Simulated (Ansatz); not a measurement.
## Electronic structure of SiMo$_{3}$ in real space

Input

```
crystal:
  lattice:
    - [-4.8615836805, 4.8615836805, 0.0]
    - [0.0, 4.8615836805, -4.8615836805]
    - [-4.8615836805, 0.0, -4.8615836805]
  atoms:
    - { symbol: Si, position: [0.75, 0.75, 0.75] }
    - { symbol: Si, position: [0.25, 0.25, 0.25] }
    - { symbol: Si, position: [0.5, 0.5, 0.5] }
    - { symbol: Si, position: [1.0, 0.0, 1.0] }
    - { symbol: Mo, position: [0.375, 0.125, 0.625] }
    - { symbol: Mo, position: [0.875, 0.625, 0.125] }
    - { symbol: Mo, position: [0.625, 0.875, 0.375] }
    - { symbol: Mo, position: [0.125, 0.375, 0.875] }
    - { symbol: Mo, position: [0.625, 0.125, 0.875] }
    - { symbol: Mo, position: [0.125, 0.625, 0.375] }
    - { symbol: Mo, position: [0.375, 0.875, 0.125] }
    - { symbol: Mo, position: [0.875, 0.375, 0.625] }
    - { symbol: Mo, position: [0.875, 0.125, 0.375] }
    - { symbol: Mo, position: [0.375, 0.625, 0.875] }
    - { symbol: Mo, position: [0.125, 0.875, 0.625] }
    - { symbol: Mo, position: [0.625, 0.375, 0.125] }
basis:
  ecutwfc: 420
kpoints:
  mp_grid: { grid: [6, 6, 6] }
hamiltonian:
  xc: pbesol
scf:
  occupations: { method: gaussian, width: 0.1 }
output:
  forces: true
  stress: true
  eigenvalues: true
  write_density: true
  write_potential: true
  elf: true
  volumetric_format: npy
relax:
  adjacent_minimum: "off"
  f_tol: 0.015
  max_steps: 60
  cell: { stress_tol: 0.15 }
```

Launched as:

```sh
ansatz run input.yaml --threads 2 --pin off --max-ram 5120MiB --backend cpu --events-out ev --progress --plain --runs-dir out
```

Space group Pm-3n; a structure from a database of computed crystals, not necessarily the ambient phase; computed without spin polarisation.

The calculation used Ansatz 0.2.0, DFT PBEsol, scalar-relativistic, plane waves, PAW.

In a PAW calculation such maps are meaningful between the atoms, not at the nuclei.

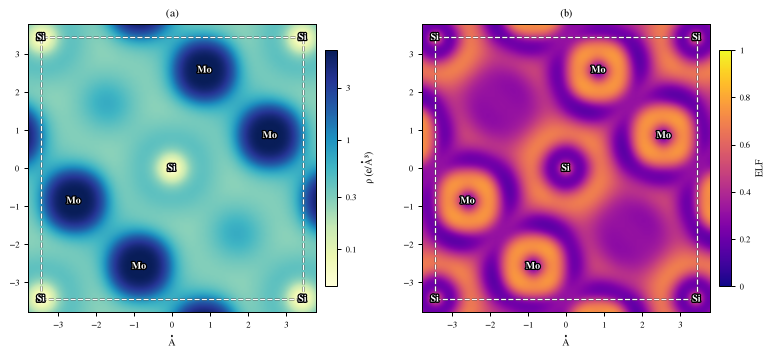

Figure 1. (a) valence charge density (pseudo); (b) electron localisation function on the (101) plane of the calculation cell.

Read the bonding off the picture.

Answer. The section cuts through Si and Mo sites.
Mo–Mo (2.43 Å): the density is about 0.65 e/Å³ at the midpoint; the ELF is about 0.30 at the midpoint.
Si–Mo (2.72 Å): the density is about 0.32 e/Å³ at the midpoint; the ELF peaks at about 0.65 in the valence shell of Si, 0.9 Å from its nucleus, and is about 0.30 at the midpoint.
Between the atoms the lowest density in this plane is 0.27 e/Å³.
The features right at Mo lie inside the PAW spheres, where the map follows smoothed inner orbitals and isn't to be read closely.

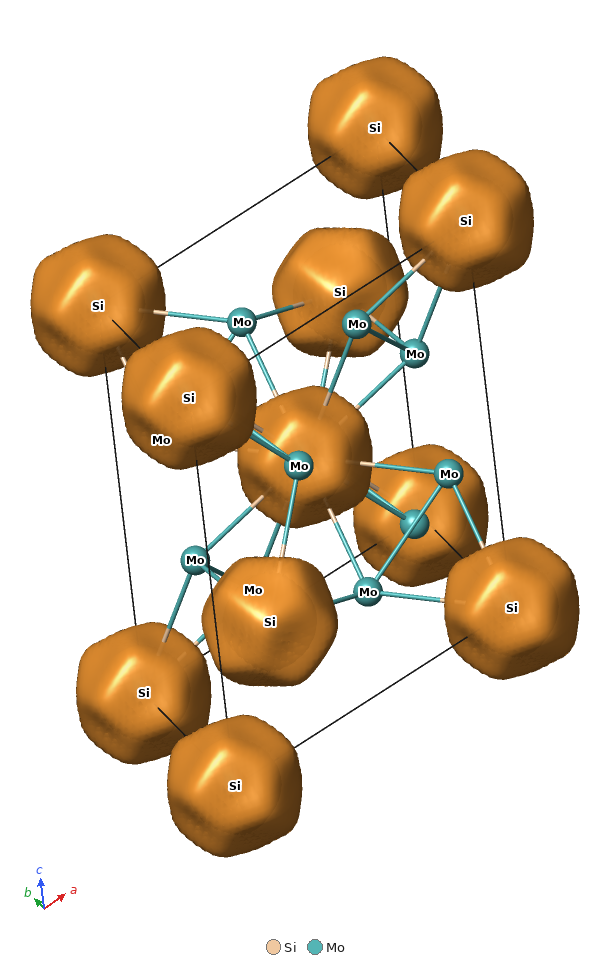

Figure 2. Isosurface of the electron localisation function at 0.6 (orange), seen slightly off an axis. Only the valence region is drawn (cores and ρ < 0.01 e/Å³ removed). Sticks mark near contacts.

Where are the electrons localised?

Answer. At this value the surface marks out four regions wrapped around Si (the valence shell of each), counted in one cell of 16 atoms. Any copies at cell faces, edges or corners count once.

Does the calculation give a band gap?

Answer. It is metallic or semimetallic at this level of theory: no gap opens.
